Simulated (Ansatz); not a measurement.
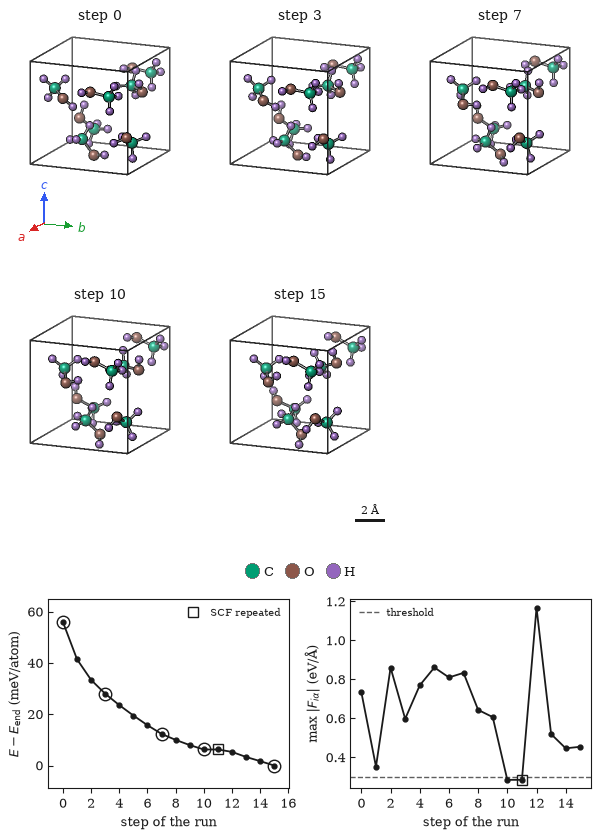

Frames of a relaxation of an amorphous cell of composition H4CO, marked on the history of the run. Style: ball-and-stick. Shown: the cell of the calculation, slightly off an axis.

The cell holds 6 CH3OH. The run prepares the start of a later molecular dynamics calculation, from a guessed geometry.

Level of theory: Ansatz, DFT PBE-D3(BJ), scalar-relativistic, plane waves, PAW. Set-up: plane-wave cutoff 420 eV; k-point mesh 1 × 1 × 1; occupations fermi dirac; smearing width 0.05 eV; no spin polarisation; atoms relaxed in a fixed cell; force threshold 0.3 eV/Å; at most 15 steps.

Q: Describe the path.

A: The relaxation stopped without meeting its thresholds, so the last structure isn't shown to be converged. It used up its limit of 15 steps. Over 14 accepted moves (15 points after the start) the energy falls by 56.0 meV per atom. Largest force component: 0.73 eV/Å at the start, 0.45 eV/Å at the end. 1 step only repeated the SCF at the same geometry. The forces were under the threshold at step 10, but the run went on from there. An H atom moves most: 1.51 Å roughly along [1 −2 0]. Largest moves by element: H 1.51 Å, C 0.84 Å, O 0.79 Å. The cell stays as it was. Near-neighbour distances that change, for instance: C–O 1.423 → 1.450 Å, C–H 1.097 → 1.116 Å, C–H 1.090 → 1.104 Å, C–O 1.423 → 1.429 Å. Among the angles between lasting bonds that change: O–C–H 106.3° → 111.4°, O–C–H 106.3° → 109.9°, O–C–H 112.3° → 109.0°. From step 0 to 3: an H atom moves most (0.53 Å), energy −28.0 meV per atom. From step 3 to 7: an H atom moves most (0.71 Å), energy −15.7 meV per atom. From step 7 to 10: an H atom moves most (0.47 Å), energy −6.1 meV per atom. From step 10 to 15: an H atom moves most (0.68 Å), energy −6.3 meV per atom.

| step | E − E(0), meV/atom | largest force component, eV/Å | note |
| --- | --- | --- | --- |
| 0 | 0.00 | 0.7335 |  |
| 1 | -14.53 | 0.3525 |  |
| 2 | -22.58 | 0.8605 |  |
| 3 | -27.97 | 0.5979 |  |
| 4 | -32.41 | 0.7698 |  |
| 5 | -36.46 | 0.8614 |  |
| 6 | -40.24 | 0.8103 |  |
| 7 | -43.63 | 0.8337 |  |
| 8 | -45.98 | 0.6438 |  |
| 9 | -48.00 | 0.6068 |  |
| 10 | -49.72 | 0.2848 |  |
| 11 | -49.72 | 0.2850 | same geometry, SCF repeated |
| 12 | -50.65 | 1.1679 |  |
| 13 | -52.63 | 0.5196 |  |
| 14 | -54.26 | 0.4467 |  |
| 15 | -55.98 | 0.4546 |  |

Limits of the set-up: the program's low-accuracy preset was used; the periodic images lie only 7.4 Å apart, so the values are limited by the cell's size.
